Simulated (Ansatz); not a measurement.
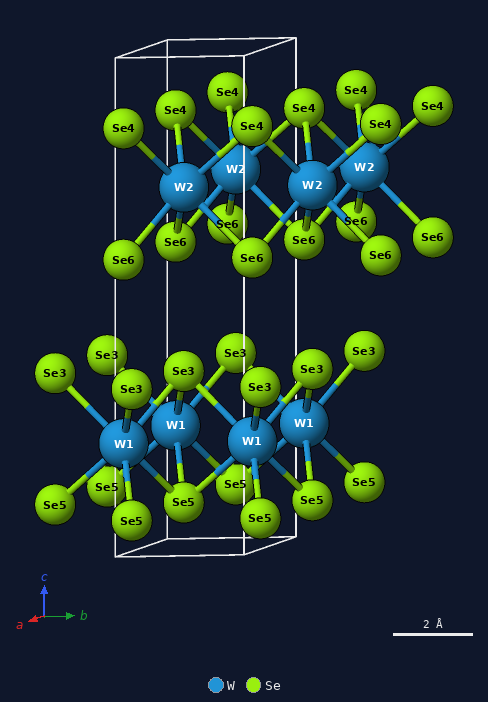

Fig. 1: The structure of the first run (ball-and-stick view of the cell of the calculation, repeated 2 × 2 × 1, seen slightly off an axis; bonded neighbours outside the cell are drawn too; atoms are numbered from 1 in the order of the input).

## From WSe₂ to MoSe₂

System: WSe₂ (P6₃/mmc, 6 atoms in the cell).
Method of the first run: DFT PBE+D3(BJ), scalar-relativistic, plane waves, PAW, no spin polarisation (Ansatz 0.2.0).
System of the second run: MoSe₂ (6 atoms in the cell).

On the first run: The structure derives from a Materials Project entry. On the second run: The structure was made by swapping elements on the sites of another compound; it need not be a known phase. It belongs to a series of runs on one base structure; here: W -> Mo on all its sites, cell and atoms relaxed. Text and figures count atoms from 1; the logs count them from 0 in places.

Input, the first run:
```yaml
crystal:
  lattice:
    - [3.2790406091, 0.0, 0.0]
    - [-1.6395203046, 2.8397324676, 0.0]
    - [0.0, 0.0, 12.7928240801]
  atoms:
    - { symbol: W, position: [0.6666666667, 0.3333333333, 0.2500158208] }
    - { symbol: W, position: [0.3333333333, 0.6666666667, 0.7499841792] }
    - { symbol: Se, position: [0.3333333333, 0.6666666667, 0.3816757315] }
    - { symbol: Se, position: [0.6666666667, 0.3333333333, 0.8816436486] }
    - { symbol: Se, position: [0.3333333333, 0.6666666667, 0.1183563514] }
    - { symbol: Se, position: [0.6666666667, 0.3333333333, 0.6183242685] }
basis:
  ecutwfc: 420
kpoints:
  mp_grid: { grid: [12, 12, 2] }
hamiltonian:
  xc: pbe
  dispersion: d3bj
scf:
  occupations: { method: gaussian, width: 0.02 }
output:
  forces: true
  stress: true
  eigenvalues: true
relax:
  adjacent_minimum: "off"
  f_tol: 0.005
  max_steps: 80
  cell: { stress_tol: 0.05 }
```

Command:
```bash
ansatz run input.yaml --threads 1 --pin off --max-ram 2560MiB --backend cpu --events-out ev --progress --plain --runs-dir out
```

Hardware: 1 thread of AMD EPYC (Zen 3), 32 GiB of memory available, shared host.

Output, shortened to warnings, some set-up lines, iterations and results (the first run):
```
Basis set: ecut = 420 eV, 2347 PW (Γ), exchange–correlation on 48×48×180 points (8 copies of the dense FFT grid, shifted against one another)
Symmetry: 12 space group operations
k-points: 38 of 288
Initial density: superposition of atomic densities (neutral atoms: chi_scale 0, normalization atom), corrected by the library's trained network
[...]
SCF iter   1: F=—  HF=-42651.998801 eV  |F-HF|=—  |Δ(HF+E_count)|=         —  Δρ=4.41e-3  dr2=7.76e-3  ethr=1.77e-3  ⟨swp⟩=6.4  Hψ=7649  notcnv=0  defer=1
SCF iter   2: F=—  HF=-42652.007239 eV  |F-HF|=—  |Δ(HF+E_count)|=   8.44e-3  Δρ=2.56e-3  dr2=1.93e-3  ethr=8.44e-6  ⟨swp⟩=2.0  Hψ=3625  notcnv=0  defer=93
SCF iter   3: F=—  HF=-42652.011247 eV  |F-HF|=—  |Δ(HF+E_count)|=   4.01e-3  Δρ=7.73e-4  dr2=8.47e-4  ethr=2.10e-6  ⟨swp⟩=2.0  Hψ=3006  notcnv=0  defer=93
SCF iter   4: F=—  HF=-42652.011421 eV  |F-HF|=—  |Δ(HF+E_count)|=   1.74e-4  Δρ=7.82e-5  dr2=4.09e-6  ethr=9.21e-7  ⟨swp⟩=2.1  Hψ=2760  notcnv=0  defer=93
SCF iter   5: F=—  HF=-42652.011454 eV  |F-HF|=—  |Δ(HF+E_count)|=   3.23e-5  Δρ=3.10e-5  dr2=7.85e-7  ethr=4.44e-9  ⟨swp⟩=2.1  Hψ=3706  notcnv=0  defer=93
[... 7 lines ...]
SCF iter   4: F=—  HF=-42652.011455 eV  |F-HF|=—  |Δ(HF+E_count)|=   1.49e-9  Δρ=3.45e-7  dr2=4.05e-10  ethr=2.53e-12  ⟨swp⟩=2.7  Hψ=3462  notcnv=0
SCF iter   5: F=—  HF=-42652.011455 eV  |F-HF|=—  |Δ(HF+E_count)|=  1.38e-10  Δρ=2.35e-7  dr2=9.67e-11  ethr=1.00e-12  ⟨swp⟩=2.0  Hψ=2442  notcnv=0
SCF iter   6: F=-42652.011455 eV  HF=-42652.011455 eV  |F-HF|=7.28e-12  |Δ(HF+E_count)|=  4.37e-11  Δρ=4.15e-8  dr2=2.23e-12  ethr=1.00e-12  ⟨swp⟩=4.4  Hψ=6531  notcnv=0
SCF 2 converged in 6 iterations: F = -42652.011455 eV  dr2 = 2.23e-12
relax step   2: F+E_penalty+E_count = -42652.01145511 eV  Δ(F+E_penalty+E_count) = -4.409e-9 eV  max|allowed force component| = 9.998e-4 eV/Å  Δτ_max = 0.0000 Å  P = -0.008 …
basis re-selected at this cell: Δ(F+E_penalty+E_count) = -4.409e-9 eV, ΔP = +0.000 GPa vs the last step (what re-selecting the basis moved, of the pressure what is left beyond the Pulay correction that the steps carried, after the strain that the cell walked since its last selection, with what the …
SCF converged after 6 iterations
Free energy (F): -42652.011455 eV
Harris-Foulkes:  -42652.011455 eV  (|F-HF|=7.28e-12)
Internal energy: -42652.011455 eV  (E = F + TS)
E sigma→0 (E₀):  -42652.011455 eV
Fermi energy:    13.789534 eV
--- Per-component energies (eV) ---
  E_band       = -1649.598899
  E_kinetic    = 1379.902058
  E_local      = -11084.189242  (includes V_loc(G=0)·N_el)
  E_nonlocal   = -2379.684026
  E_hartree    = 5342.245033
  E_xc         = -953.507059
  E_vxc        = -874.201713  (∫ρ·V_xc dr)
  E_paw        = -24771.118714  (= ΣΔE_a)
  E_vpaw       = 624.086468  (= ΣTr[D̂ρ^β])
  E_aug_tail   = -0.002508  (compensation charges beyond the density's cutoff)
  E_ewald      = -10182.804418
  E_disp       = -2.852578  (pairwise vdW)
  E_smearing   = -0.000000  (= −TS)
  E_closure    = 0.000000  (closes the sum)
  Σ components = -42652.011455   (vs F -42652.011455, Δ=0.00e0)
--- Forces (eV/Å), atoms counted from 1 ---
  atom   1  W      0.00000000    -0.00000000    -0.00002466
  atom   2  W     -0.00000000     0.00000000     0.00002466
  atom   3  Se    -0.00000000     0.00000000     0.00050702
  atom   4  Se    -0.00000000    -0.00000000     0.00099981
  atom   5  Se     0.00000000     0.00000000    -0.00099981
  atom   6  Se    -0.00000000    -0.00000000    -0.00050702
  max |Σ_I F_I| component: 2.31e-18 eV/Å
--- Stress (GPa, compression-positive) ---
       -0.003205      -0.000000       0.000000
       -0.000000      -0.003205       0.000000
        0.000000       0.000000      -0.016703
  P = ⅓ Tr σ = -0.0077 GPa (-0.077 kbar)
--- Relaxed structure (1 steps of the walk, 1 accepted, 1 SCFs on fresh bases) ---
  F+E_penalty+E_count = -42652.01145511 eV   max|allowed force component| = 9.998e-4 eV/Å   (the final SCF, on the basis selected at the relaxed cell)
  cell:  # Å, volume = 119.1216 Å³
    - [3.27904060914538, 2.886742341098189e-11, 0.0]
    - [-1.6395203045976903, 2.839732467546266, 0.0]
    - [0.0, 0.0, 12.7928240801]
  atoms:
[...]
```

The input of the second run differs as follows (lines with − go, lines with + come):
```diff
-    - [3.2790406091, 0.0, 0.0]
-    - [-1.6395203046, 2.8397324676, 0.0]
-    - [0.0, 0.0, 12.7928240801]
+    - [3.2349708091, 0.0, 0.0]
+    - [-1.6174854046, 2.8015669012, 0.0]
+    - [0.0, 0.0, 12.6208904975]
-    - { symbol: W, position: [0.6666666667, 0.3333333333, 0.2500158208] }
-    - { symbol: W, position: [0.3333333333, 0.6666666667, 0.7499841792] }
+    - { symbol: Mo, position: [0.6666666667, 0.3333333333, 0.2500158208] }
+    - { symbol: Mo, position: [0.3333333333, 0.6666666667, 0.7499841792] }
+  write_density: true
+  write_potential: true
+  elf: true
+  volumetric_format: npy
-  f_tol: 0.005
-  max_steps: 80
-  cell: { stress_tol: 0.05 }
+  f_tol: 0.01
+  max_steps: 60
+  cell: { stress_tol: 0.1 }
```

How does the second run compare with the first run?

The total energies belong to different systems, so their difference says nothing on which is more stable or more accurate. The gap on the mesh goes from 0.90 to 0.77 eV. The volume per atom goes from 19.85 to 19.74 Å³. The SCF takes 51 iterations over all geometry steps against 13. On the same kind of shared host the second run took about 2.7 times as long.

Output, shortened to warnings, some set-up lines, iterations and results (the second run):
```
Basis set: ecut = 420 eV, 2287 PW (Γ), exchange–correlation on 48×48×180 points (8 copies of the dense FFT grid, shifted against one another)
Symmetry: 12 space group operations
k-points: 38 of 288
Initial density: superposition of atomic densities (neutral atoms: chi_scale 0, normalization atom), corrected by the library's trained network
[...]
SCF iter   1: F=—  HF=-31795.106879 eV  |F-HF|=—  |Δ(HF+E_count)|=         —  Δρ=5.28e-3  dr2=1.56e-2  ethr=1.77e-3  ⟨swp⟩=6.3  Hψ=7484  notcnv=0  defer=1
SCF iter   2: F=—  HF=-31795.115033 eV  |F-HF|=—  |Δ(HF+E_count)|=   8.15e-3  Δρ=2.99e-3  dr2=3.38e-3  ethr=1.70e-5  ⟨swp⟩=2.0  Hψ=3449  notcnv=0  defer=78
SCF iter   3: F=—  HF=-31795.117823 eV  |F-HF|=—  |Δ(HF+E_count)|=   2.79e-3  Δρ=1.56e-3  dr2=1.06e-3  ethr=3.67e-6  ⟨swp⟩=2.1  Hψ=2762  notcnv=0  defer=78
SCF iter   4: F=—  HF=-31795.118917 eV  |F-HF|=—  |Δ(HF+E_count)|=   1.09e-3  Δρ=1.09e-4  dr2=8.70e-6  ethr=1.16e-6  ⟨swp⟩=2.0  Hψ=2770  notcnv=0  defer=78
SCF iter   5: F=—  HF=-31795.118933 eV  |F-HF|=—  |Δ(HF+E_count)|=   1.65e-5  Δρ=4.05e-5  dr2=1.87e-6  ethr=9.46e-9  ⟨swp⟩=2.0  Hψ=3713  notcnv=0  defer=78
[... 53 lines ...]
SCF iter   5: F=—  HF=-31795.173691 eV  |F-HF|=—  |Δ(HF+E_count)|=   2.19e-7  Δρ=7.06e-7  dr2=1.78e-9  ethr=5.27e-12  ⟨swp⟩=2.0  Hψ=3798  notcnv=0
SCF iter   6: F=—  HF=-31795.173691 eV  |F-HF|=—  |Δ(HF+E_count)|=  6.22e-10  Δρ=4.71e-7  dr2=8.32e-10  ethr=1.93e-12  ⟨swp⟩=2.4  Hψ=3158  notcnv=0
SCF iter   7: F=-31795.173691 eV  HF=-31795.173691 eV  |F-HF|=5.09e-11  |Δ(HF+E_count)|=  4.80e-10  Δρ=1.52e-7  dr2=7.37e-11  ethr=1.00e-12  ⟨swp⟩=4.4  Hψ=10213  notcnv=0
SCF 6 converged in 7 iterations: F = -31795.173691 eV  dr2 = 7.37e-11
relax step   6: F+E_penalty+E_count = -31795.17369130 eV  Δ(F+E_penalty+E_count) = -5.624e-4 eV  max|allowed force component| = 3.270e-3 eV/Å  Δτ_max = 0.0000 Å  P = -0.018 …
basis re-selected at this cell: Δ(F+E_penalty+E_count) = -5.624e-4 eV, ΔP = -0.003 GPa vs the last step (what re-selecting the basis moved, of the pressure what is left beyond the Pulay correction that the steps carried, after the strain that the cell walked since its last selection, with what the …
SCF converged after 7 iterations
Free energy (F): -31795.173691 eV
Harris-Foulkes:  -31795.173691 eV  (|F-HF|=5.09e-11)
Internal energy: -31795.173691 eV  (E = F + TS)
E sigma→0 (E₀):  -31795.173691 eV
Fermi energy:    13.234118 eV
--- Per-component energies (eV) ---
  E_band       = -1592.705500
  E_kinetic    = 1360.803382
  E_local      = -11455.479396  (includes V_loc(G=0)·N_el)
  E_nonlocal   = -2095.726460
  E_hartree    = 5432.672356
  E_xc         = -786.635483
  E_vxc        = -854.652650  (∫ρ·V_xc dr)
  E_paw        = -14048.312901  (= ΣΔE_a)
  E_vpaw       = 587.006551  (= ΣTr[D̂ρ^β])
  E_aug_tail   = -0.002279  (compensation charges beyond the density's cutoff)
  E_ewald      = -10199.617274
  E_disp       = -2.875636  (pairwise vdW)
  E_smearing   = -0.000000  (= −TS)
  E_closure    = -0.000000  (closes the sum)
  Σ components = -31795.173691   (vs F -31795.173691, Δ=0.00e0)
--- Forces (eV/Å), atoms counted from 1 ---
  atom   1  Mo     0.00000000    -0.00000000    -0.00016825
  atom   2  Mo    -0.00000000    -0.00000000     0.00016825
  atom   3  Se    -0.00000000    -0.00000000    -0.00327030
  atom   4  Se     0.00000000     0.00000000    -0.00285714
  atom   5  Se    -0.00000000    -0.00000000     0.00285714
  atom   6  Se     0.00000000     0.00000000     0.00327030
  max |Σ_I F_I| component: 2.89e-18 eV/Å
--- Stress (GPa, compression-positive) ---
       -0.017168      -0.000000       0.000000
       -0.000000      -0.017168      -0.000000
        0.000000      -0.000000      -0.019868
  P = ⅓ Tr σ = -0.0181 GPa (-0.181 kbar)
--- Relaxed structure (5 steps of the walk, 3 accepted, 1 SCFs on fresh bases) ---
  F+E_penalty+E_count = -31795.17369130 eV   max|allowed force component| = 3.270e-3 eV/Å   (the final SCF, on the basis selected at the relaxed cell)
  cell:  # Å, volume = 118.4154 Å³
    - [3.2771710948881556, 2.924398644542536e-11, -4.6593515052257584e-29]
    - [-1.638585547469404, 2.838113420706584, 2.2610989949254037e-18]
[...]
```

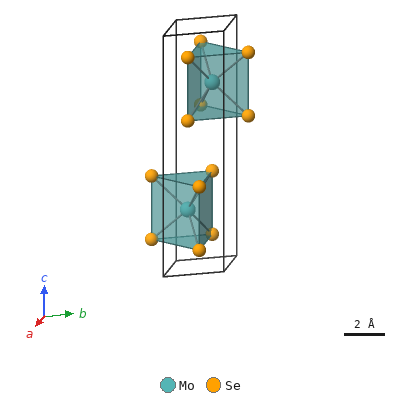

Fig. 2: The input structure of the second run (polyhedral view of the cell of the calculation, seen slightly off an axis; polyhedra are completed across the faces of the cell).

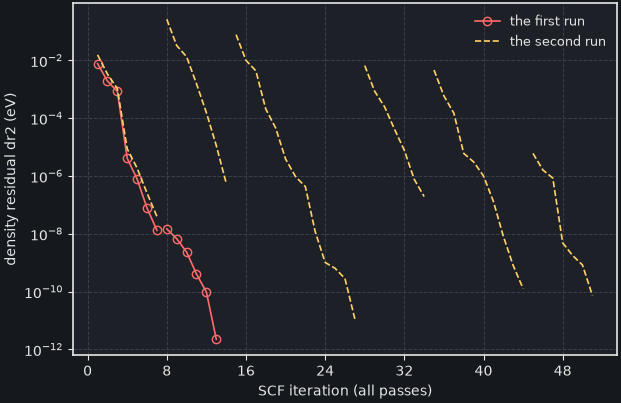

Fig. 3: Convergence of the two runs: density residual dr2 against the SCF iteration. A break in a curve parts two SCF passes. The first run takes 13 iterations in all, and the second run takes 51.

The two runs side by side:

| quantity | the first run | the second run |
| --- | --- | --- |
| outcome | converged | converged |
| free energy per atom (eV) | −7108.6686 | −5299.1956 |
| gap on the mesh (eV) | 0.90 | 0.77 |
| pressure (GPa) | −0.01 | −0.02 |
| volume per atom (Å³) | 19.85 | 19.74 |
| largest force (eV/Å) | 0.001 | 0.003 |
| SCF iterations | 13 | 51 |
| irreducible k-points | 38 | 38 |
| wall time (shared host) | 27 s | 72 s |

For the first run: Spin–orbit coupling is left out, which matters for W.
